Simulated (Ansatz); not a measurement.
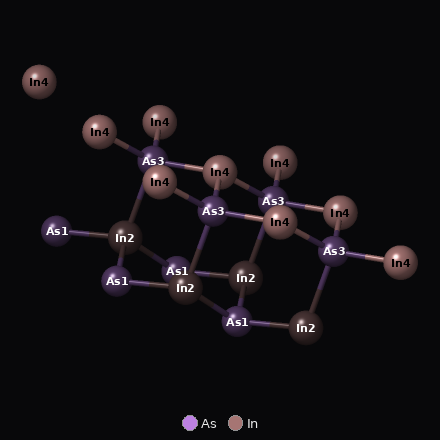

The system is H on an InAs(111) slab cut from the F-43m phase, its upper half relaxed before the scan (4 atoms of substrate and one adsorbate in a 1 × 1 cell); the picture shows it without the atoms that are moved over the map. H is moved over the surface cell at a fixed height above a rigid substrate; the origin of the map has the adsorbate above In4; the height is held at 2.50 Å. Places are given modulo a cell vector. The map is drawn in real space over the plane of the surface. The grid has 9 × 9 points; 19 points were computed and 62 follow by symmetry. Energies are in eV, from the lowest grid point. The runs have no spin polarisation, so an open-shell adsorbate far from the surface lies too high. With one adsorbate in each 1 × 1 cell, its nearest image is 4.3 Å away, so neighbouring adsorbates interact. At a fixed height the lowest place need not be the adsorption site. Level of theory: Ansatz, DFT PBE+D3(BJ), scalar-relativistic, plane waves, PAW. Settings: cutoff 420 eV, k-mesh 6×6×1, gaussian smearing 0.1 eV, no spin polarisation.

Range: position of H5 along the first surface vector from 0.000 to 0.889; position of H5 along the second surface vector from 0.000 to 0.889.

Predict the map.

Answer. The lowest grid point is at the top site over a surface In atom, (0/9, 0/9) of the cell vectors. It is the only kind of minimum in the scanned range. The highest grid point, a threefold hollow over a second-layer As atom, (6/9, 3/9) of the cell vectors, lies 0.90 eV above the lowest. On the interpolated surface the easiest way out of the lowest well to its copy in the next cell or period passes a barrier of about 0.81 eV. At the lowest point the adsorbate has 1 In at 2.50 Å as nearest neighbours, at the highest 1 As at 3.21 Å.

| second ↓, first → | 0/9 | 1/9 | 2/9 | 3/9 | 4/9 | 5/9 | 6/9 | 7/9 | 8/9 |
| --- | --- | --- | --- | --- | --- | --- | --- | --- | --- |
| 8/9 | 0.08 | 0.23 | 0.48 | 0.71 | 0.82 | 0.71 | 0.48 | 0.23 | 0.08 |
| 7/9 | 0.30 | 0.48 | 0.69 | 0.84 | 0.84 | 0.69 | 0.48 | 0.30 | 0.23 |
| 6/9 | 0.57 | 0.71 | 0.84 | 0.88 | 0.84 | 0.71 | 0.57 | 0.47 | 0.47 |
| 5/9 | 0.77 | 0.82 | 0.84 | 0.84 | 0.82 | 0.77 | 0.71 | 0.69 | 0.71 |
| 4/9 | 0.77 | 0.71 | 0.69 | 0.71 | 0.77 | 0.83 | 0.85 | 0.85 | 0.83 |
| 3/9 | 0.57 | 0.48 | 0.48 | 0.57 | 0.71 | 0.85 | 0.90 | 0.85 | 0.71 |
| 2/9 | 0.30 | 0.23 | 0.30 | 0.47 | 0.69 | 0.85 | 0.85 | 0.69 | 0.47 |
| 1/9 | 0.08 | 0.08 | 0.23 | 0.47 | 0.71 | 0.83 | 0.71 | 0.47 | 0.23 |
| 0/9 | 0.00 | 0.08 | 0.30 | 0.57 | 0.77 | 0.77 | 0.57 | 0.30 | 0.08 |

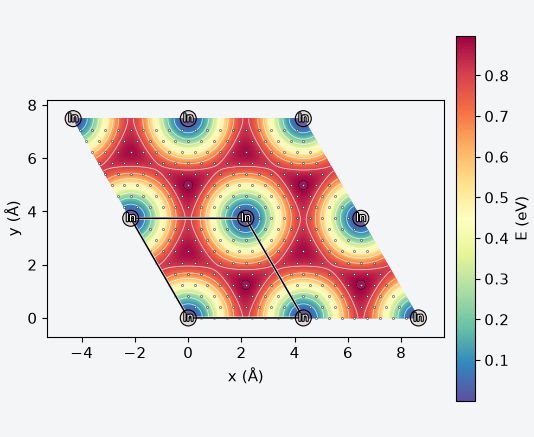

In the figure: a smooth colour map with a few white contour lines, dots at the grid points, labelled circles for the atoms of the top layer and small ones for the second layer, the outline of one cell of the 2 × 2 shown. Between grid points the surface is interpolated.

Each point was launched as `ansatz run input.yaml --threads 1 --pin off --max-ram 3072MiB --backend cpu --events-out ev --progress --plain --runs-dir out`. The whole map (19 points run) took 4.7 min on 1 thread of Intel(R) Xeon(R) Platinum 8375C CPU @ 2.90GHz (Ice Lake), on a shared host.

PAW datasets: the set soft_1.
